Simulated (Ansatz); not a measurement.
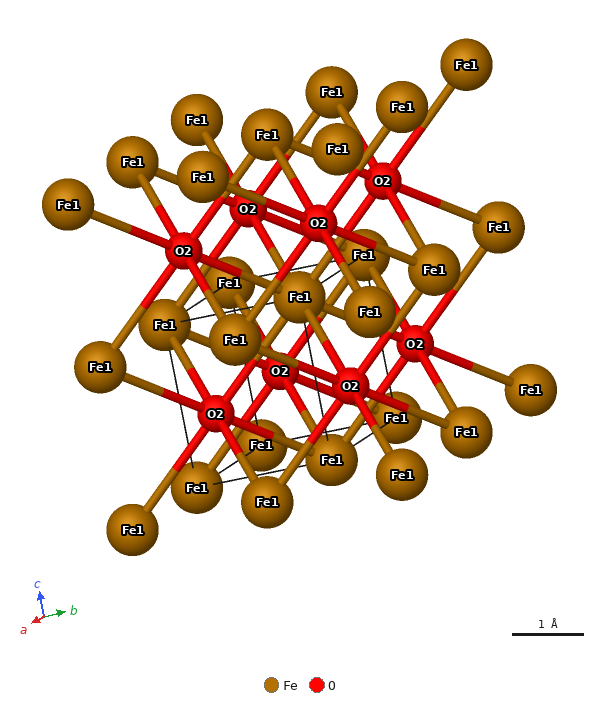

Fig. 1: The input geometry of the first run (ball-and-stick view of the reduced cell, repeated 2 × 2 × 2, seen slightly off an axis; atoms are numbered from 1 in the order of the input).

## Two runs on FeO

System: FeO (R-3m, 2 atoms in the cell).
Method of the first run: DFT LDA+U, scalar-relativistic, plane waves, PAW, Ueff = 8 eV on Fe atom 1 d, spin-polarised (Ansatz 0.2.0).

The structure derives from an entry of the Crystallography Open Database. Text and figures count atoms from 1; the logs count them from 0 in places.

## Input, the first run
```yaml
crystal:
  lattice:
    - [1.51768211, 0.87623418, 2.51579458]
    - [-1.51768211, 0.87623418, 2.51579458]
    - [0.0, -1.75246835, 2.51579458]
  atoms:
    - { symbol: Fe, position: [0.0, 0.0, 0.0], spin: 3.0 }
    - { symbol: O, position: [0.5, 0.5, 0.5] }
basis:
  ecutwfc: 420
  ecutrho_ratio: 4
kpoints:
  mp_grid: { grid: [8, 8, 8] }
hamiltonian:
  xc: lda
  hubbard:
    sites:
      - { site: 0, l: d, u_eff: 8.0, starting_ns: [{ spin: up, occupation_matrix: s0up }, { spin: down, occupation_matrix: s0down }] }
    occupation_matrices:
      s0up:
        matrix:
          - [0.97, 0.0, 0.0, 0.0, 0.0]
          - [0.0, 0.97, 0.0, 0.0, 0.0]
          - [0.0, 0.0, 0.97, 0.0, 0.0]
          - [0.0, 0.0, 0.0, 0.97, 0.0]
          - [0.0, 0.0, 0.0, 0.0, 0.97]
      s0down:
        matrix:
          - [0.02, 0.0, 0.0, 0.0, 0.0]
          - [0.0, 0.32404, 0.0, 0.0, -0.44317]
          - [0.0, 0.0, 0.02, 0.0, 0.0]
          - [0.0, 0.0, 0.0, 0.02, 0.0]
          - [0.0, -0.44317, 0.0, 0.0, 0.66596]
    ns_hold: { iters: 8 }
scf:
  occupations: { method: gaussian, width: 0.05 }
  lower_state_search: "off"
  max_iter: 150
output:
  forces: true
  stress: true
  eigenvalues: true
  populations: true
  hubbard: { sites: [{ site: 0, l: d }] }
magnetization:
  spin_polarized: true
  initial_magnetization: 3.0
  spin_locking: { lock_magnetization: hard }
```

Command:
```bash
ansatz run input.yaml --threads 2 --pin off --max-ram 3072MiB --backend cpu --events-out ev --progress --plain --runs-dir out
```

Hardware: 2 threads of Arm Neoverse V1, 24 GiB of memory available, shared host.

## Output, shortened to warnings, some set-up lines, iterations and results (the first run)
```
Warning: crystal.symmetry: narrowed to the stabiliser of the occupation matrices — unitary ops 12 → 4; lowered by the specified shell (site 0, l: d); largest admitted image defect 4.4e-16, smallest excluded 4.8e-1 — at a splitting's scale: the group the occupation matrices' own texture admits
Warning: output.stress: scf.convergence.dr2_threshold = 1e-7 eV (the SCF's general default) is looser than the 2e-10 eV advised for a printed stress (1e-10 eV for each atom of the cell: 2). What an SCF threshold leaves in a stress goes as its square root, and in the free energy as the threshold itself, and one threshold admits the most on a small cell: of the crystals measured, under no hybrid …
Basis set: ecut = 420 eV, 399 PW (Γ)
Symmetry: 4 space group operations
k-points: 150 of 512
Initial density: superposition of atomic densities (chi_scale 0.1, normalization cell, long waves kept (reshape's long-wave potential 0.00 eV rms))
[...]
SCF iter   1: F=—  HF=-4971.220774 eV  |F-HF|=—  |Δ(HF+E_count)|=         —  Δρ=1.40e-1 (↑1.40e-1 ↓1.01e-1)  dr2=7.04e0  dr2_m=6.64e-1  M=3.000 μB ∫|m|=3.353 μB  β_m=0.30  …
SCF iter   2: F=—  HF=-4969.895725 eV  |F-HF|=—  |Δ(HF+E_count)|=    1.33e0  Δρ=6.27e-2 (↑6.13e-2 ↓6.27e-2)  dr2=9.27e-1  dr2_m=3.61e-1  M=3.000 μB ∫|m|=3.464 μB  β_m=0.40  …
SCF iter   3: F=—  HF=-4969.830656 eV  |F-HF|=—  |Δ(HF+E_count)|=   6.51e-2  Δρ=3.30e-2 (↑2.51e-2 ↓3.30e-2)  dr2=9.57e-2  dr2_m=1.00e-1  M=3.000 μB ∫|m|=3.538 μB  β_m=0.56  …
SCF iter   4: F=—  HF=-4969.889394 eV  |F-HF|=—  |Δ(HF+E_count)|=   5.87e-2  Δρ=7.49e-3 (↑3.00e-3 ↓7.49e-3)  dr2=1.15e-2  dr2_m=2.09e-3  M=3.000 μB ∫|m|=3.590 μB  β_m=0.58  …
SCF iter   5: F=—  HF=-4969.890506 eV  |F-HF|=—  |Δ(HF+E_count)|=   1.11e-3  Δρ=2.76e-3 (↑2.76e-3 ↓2.69e-3)  dr2=2.40e-3  dr2_m=3.65e-4  M=3.000 μB ∫|m|=3.596 μB  β_m=0.63  …
[... 18 lines ...]
SCF iter  24: F=—  HF=-4970.662082 eV  |F-HF|=—  |Δ(HF+E_count)|=   2.44e-6  Δρ=7.35e-5 (↑7.35e-5 ↓5.58e-5)  dr2=2.39e-6  dr2_m=7.86e-8  M=3.000 μB ∫|m|=3.393 μB  β_m=0.91  …
SCF iter  25: F=—  HF=-4970.662083 eV  |F-HF|=—  |Δ(HF+E_count)|=   1.52e-6  Δρ=2.57e-5 (↑1.08e-5 ↓2.57e-5)  dr2=1.38e-7  dr2_m=2.31e-8  M=3.000 μB ∫|m|=3.393 μB  β_m=0.95  …
SCF iter  26: F=—  HF=-4970.662084 eV  |F-HF|=—  |Δ(HF+E_count)|=   1.01e-6  Δρ=1.74e-5 (↑6.69e-6 ↓1.74e-5)  dr2=2.09e-8  dr2_m=1.66e-8  M=3.000 μB ∫|m|=3.393 μB  β_m=0.98  …
SCF iter  27: F=-4970.662084 eV  HF=-4970.662084 eV  |F-HF|=6.92e-8  |Δ(HF+E_count)|=   3.66e-7  Δρ=1.45e-5 (↑5.39e-6 ↓1.45e-5)  dr2=1.74e-8  dr2_m=1.10e-8  M=3.000 μB …
SCF 1 converged in 27 iterations: F = -4970.662084 eV  dr2 = 1.74e-8
SCF converged after 27 iterations
Stability checked in part: among states of this total moment the steps that led to this state did not find it unstable. No probe was made; neither looks for a lower state of another moment (fixed_total_moment; see scf.lower_state_search)
Magnetization: 3.0000 μB (12.5000 up, 9.5000 down)
Absolute magnetization: 3.3937 μB (∫|ρ↑−ρ↓|, with the PAW one-centre terms)
Spin contamination: 0.1819 ħ² per cell (⟨S²⟩ above its minimum at these occupations)
Per-site moments (μB) at R_I (Å): [(2.920730024542877, 0.8898391749306156), (-0.18830360616541142, 0.8898391749306156)]
Free energy (F): -4970.662084 eV
Harris-Foulkes:  -4970.662084 eV  (|F-HF|=6.92e-8)
Internal energy: -4970.660608 eV  (E = F + TS)
E sigma→0 (E₀):  -4970.661346 eV
Entropy (-TS):   -0.001477 eV (-0.738 meV/atom)
Fermi energy:    13.295176 (↑ 12.162505, ↓ 14.427846) eV
--- Per-component energies (eV) ---
  E_band       = -284.566986
  E_kinetic    = 516.423892
  E_local      = -2615.108384  (includes V_loc(G=0)·N_el)
  E_nonlocal   = 286.514872
  E_hartree    = 1065.894789
  E_xc         = -185.488823
  E_vxc        = -239.422103  (∫ρ·V_xc dr)
  E_hubbard    = 2.292897  (on-site DFT+U / exact-exchange correction)
  E_vhub       = -21.348821  (the Hubbard potential's part of the band-sum identity)
  E_paw        = -1458.238559  (= ΣΔE_a)
  E_vpaw       = -343.422026  (= ΣTr[D̂ρ^β])
  E_aug_tail   = 0.003328  (compensation charges beyond the density's cutoff)
  E_ewald      = -2583.453077
  E_core_change = 0.498457  (= ΣΔE_core)
  E_smearing   = -0.001477  (= −TS)
  E_closure    = -0.000000  (closes the sum)
  Σ components = -4970.662084   (vs F -4970.662084, Δ=0.00e0)
--- Specified on-site occupations, and those of the state reported ---
  electrons in the specified blocks: 5.9000 specified, 6.4837 found
  site 0 (l=d) ↓: largest change of an orbital's occupation 0.4998; electrons 1.0500 specified, 1.6615 found; spectral distance 0.5043
  site 0 (l=d) ↑: largest change of an orbital's occupation 0.0574; electrons 4.8500 specified, 4.8222 found; spectral distance 0.0882
--- Forces (eV/Å), atoms counted from 1 ---
  atom   1  Fe     0.00000000     0.00000000     0.00000000
  atom   2  O      0.00000000     0.00000000     0.00000000
  max |Σ_I F_I| component: 0.00e0 eV/Å
--- Stress (GPa, compression-positive) ---
       -9.948171       0.000000       0.000000
        0.000000      -5.764563       1.691535
        0.000000       1.692392      -8.416594
  P = ⅓ Tr σ = -8.0431 GPa (-80.431 kbar)
Occupation matrices written to [file]
--- Löwdin populations: 2 sites ---
  site symbol       q [e]    m [muB]
     0     Fe     14.9932     3.1848
     1      O      6.8949    -0.1886
[...]
```

The input of the second run differs as follows (lines with − go, lines with + come):
```diff
-    - { symbol: Fe, position: [0.0, 0.0, 0.0], spin: 3.0 }
+    - { symbol: Fe, position: [0.0, 0.0, 0.0], spin: 3.6 }
-  initial_magnetization: 3.0
+  initial_magnetization: 3.6
```

Predict how the results change.

The total moment is fixed by the input in the first run and the second run, so the state need not be the lowest. With the same functional and potentials, the second run lies 437.6 meV per atom lower. A gap of 1.20 eV opens on the mesh, where the first run has none. The net moment of the cell goes from 3.00 to 3.60 μB. The pressure goes from −8.04 to −2.43 GPa.

## Output, shortened to warnings, some set-up lines, iterations and results (the second run)
```
Warning: crystal.symmetry: narrowed to the stabiliser of the occupation matrices — unitary ops 12 → 4; lowered by the specified shell (site 0, l: d); largest admitted image defect 4.4e-16, smallest excluded 4.8e-1 — at a splitting's scale: the group the occupation matrices' own texture admits
Warning: output.stress: scf.convergence.dr2_threshold = 1e-7 eV (the SCF's general default) is looser than the 2e-10 eV advised for a printed stress (1e-10 eV for each atom of the cell: 2). What an SCF threshold leaves in a stress goes as its square root, and in the free energy as the threshold itself, and one threshold admits the most on a small cell: of the crystals measured, under no hybrid …
Basis set: ecut = 420 eV, 399 PW (Γ)
Symmetry: 4 space group operations
k-points: 150 of 512
Initial density: superposition of atomic densities (chi_scale 0.1, normalization cell, long waves kept (reshape's long-wave potential 0.00 eV rms))
[...]
SCF iter   1: F=—  HF=-4972.130127 eV  |F-HF|=—  |Δ(HF+E_count)|=         —  Δρ=1.08e-1 (↑9.14e-2 ↓1.08e-1)  dr2=3.85e0  dr2_m=4.76e-1  M=3.600 μB ∫|m|=3.601 μB  β_m=0.30  …
SCF iter   2: F=—  HF=-4971.410530 eV  |F-HF|=—  |Δ(HF+E_count)|=   7.20e-1  Δρ=6.77e-2 (↑4.29e-2 ↓6.77e-2)  dr2=7.72e-1  dr2_m=2.47e-1  M=3.600 μB ∫|m|=3.647 μB  β_m=0.44  …
SCF iter   3: F=—  HF=-4971.373627 eV  |F-HF|=—  |Δ(HF+E_count)|=   3.69e-2  Δρ=2.51e-2 (↑1.72e-2 ↓2.51e-2)  dr2=1.32e-1  dr2_m=3.28e-2  M=3.600 μB ∫|m|=3.678 μB  β_m=0.51  …
SCF iter   4: F=—  HF=-4971.387385 eV  |F-HF|=—  |Δ(HF+E_count)|=   1.38e-2  Δρ=7.53e-3 (↑5.32e-3 ↓7.53e-3)  dr2=1.86e-2  dr2_m=9.23e-4  M=3.600 μB ∫|m|=3.707 μB  β_m=0.49  …
SCF iter   5: F=—  HF=-4971.389037 eV  |F-HF|=—  |Δ(HF+E_count)|=   1.65e-3  Δρ=2.54e-3 (↑2.22e-3 ↓2.54e-3)  dr2=1.77e-3  dr2_m=1.89e-4  M=3.600 μB ∫|m|=3.708 μB  β_m=0.75  …
[... 11 lines ...]
SCF iter  17: F=—  HF=-4971.537360 eV  |F-HF|=—  |Δ(HF+E_count)|=   1.57e-6  Δρ=3.48e-5 (↑8.47e-6 ↓3.48e-5)  dr2=1.59e-7  dr2_m=5.98e-8  M=3.600 μB ∫|m|=3.645 μB  β_m=0.86  …
SCF iter  18: F=—  HF=-4971.537361 eV  |F-HF|=—  |Δ(HF+E_count)|=   2.97e-7  Δρ=2.64e-5 (↑4.81e-6 ↓2.64e-5)  dr2=7.93e-8  dr2_m=3.70e-8  M=3.600 μB ∫|m|=3.645 μB  β_m=0.93  …
SCF iter  19: F=-4971.537361 eV  HF=-4971.537361 eV  |F-HF|=3.18e-8  |Δ(HF+E_count)|=   1.42e-7  Δρ=1.81e-5 (↑2.77e-6 ↓1.81e-5)  dr2=3.43e-8  dr2_m=1.68e-8  M=3.600 μB …
SCF iter  20: F=-4971.537361 eV  HF=-4971.537361 eV  |F-HF|=2.05e-9  |Δ(HF+E_count)|=   1.65e-7  Δρ=6.20e-6 (↑5.65e-6 ↓6.20e-6)  dr2=1.01e-8  dr2_m=1.89e-9  M=3.600 μB …
SCF 1 converged in 20 iterations: F = -4971.537361 eV  dr2 = 1.01e-8
SCF converged after 20 iterations
Stability checked in part: among states of this total moment the steps that led to this state did not find it unstable. No probe was made; neither looks for a lower state of another moment (fixed_total_moment; see scf.lower_state_search)
an eigenvalue changed by more than its tolerance at an iteration that met the thresholds in force, so the SCF went on 1 time: the last check found none over its tolerance
Magnetization: 3.6000 μB (12.8000 up, 9.2000 down)
Absolute magnetization: 3.6454 μB (∫|ρ↑−ρ↓|, with the PAW one-centre terms)
Spin contamination: 0.0943 ħ² per cell (⟨S²⟩ above its minimum at these occupations)
Per-site moments (μB) at R_I (Å): [(3.3164569224270997, 0.8898391749306156), (-0.012859228557466589, 0.8898391749306156)]
Free energy (F): -4971.537361 eV
Harris-Foulkes:  -4971.537361 eV  (|F-HF|=2.05e-9)
Internal energy: -4971.536676 eV  (E = F + TS)
E sigma→0 (E₀):  -4971.537019 eV
Entropy (-TS):   -0.000685 eV (-0.342 meV/atom)
Fermi energy:    14.062058 (↑ 12.383222, ↓ 15.740893) eV
--- Per-component energies (eV) ---
  E_band       = -290.338523
  E_kinetic    = 514.685440
  E_local      = -2608.466690  (includes V_loc(G=0)·N_el)
  E_nonlocal   = 286.582750
  E_hartree    = 1060.524346
  E_xc         = -185.544301
  E_vxc        = -239.501413  (∫ρ·V_xc dr)
  E_hubbard    = 1.621523  (on-site DFT+U / exact-exchange correction)
  E_vhub       = -22.061088  (the Hubbard potential's part of the band-sum identity)
  E_paw        = -1457.988474  (= ΣΔE_a)
  E_vpaw       = -342.626734  (= ΣTr[D̂ρ^β])
  E_aug_tail   = 0.003350  (compensation charges beyond the density's cutoff)
  E_ewald      = -2583.453077
  E_core_change = 0.498457  (= ΣΔE_core)
  E_smearing   = -0.000685  (= −TS)
  E_closure    = -0.000000  (closes the sum)
  Σ components = -4971.537361   (vs F -4971.537361, Δ=0.00e0)
--- Specified on-site occupations, and those of the state reported ---
  electrons in the specified blocks: 5.9000 specified, 6.3261 found
  site 0 (l=d) ↓: largest change of an orbital's occupation 0.1990; electrons 1.0500 specified, 1.3840 found; spectral distance 0.2147
  site 0 (l=d) ↑: largest change of an orbital's occupation 0.0288; electrons 4.8500 specified, 4.9420 found; spectral distance 0.0492
--- Forces (eV/Å), atoms counted from 1 ---
  atom   1  Fe     0.00000000     0.00000000     0.00000000
  atom   2  O      0.00000000     0.00000000     0.00000000
  max |Σ_I F_I| component: 0.00e0 eV/Å
--- Stress (GPa, compression-positive) ---
       -4.632452       0.000000       0.000000
        0.000000       0.133821       1.708212
        0.000000       1.707967      -2.780059
  P = ⅓ Tr σ = -2.4262 GPa (-24.262 kbar)
Occupation matrices written to [file]
[...]
```

## The two runs side by side

| quantity | the first run | the second run |
| --- | --- | --- |
| outcome | converged | converged |
| free energy per atom (eV) | −2485.3310 | −2485.7687 |
| energy per atom, smearing taken to zero (eV) | −2485.3307 | −2485.7685 |
| gap on the mesh (eV) | 0.00 | 1.20 |
| net moment of the cell (μB) | 3.00 | 3.60 |
| absolute moment of the cell (μB) | 3.39 | 3.65 |
| pressure (GPa) | −8.04 | −2.43 |
| largest force (eV/Å) | 0.000 | 0.000 |
| irreducible k-points | 150 | 150 |
| plane waves at Γ | 399 | 399 |
| wall time (shared host) | 12 s | 11 s |

For both runs: Warnings: the SCF threshold is looser than advised for the printed stress; the occupation matrices lower the symmetry. For the first run: The cell is under a tension of 8.0 GPa at this level, so it is not at its equilibrium volume.
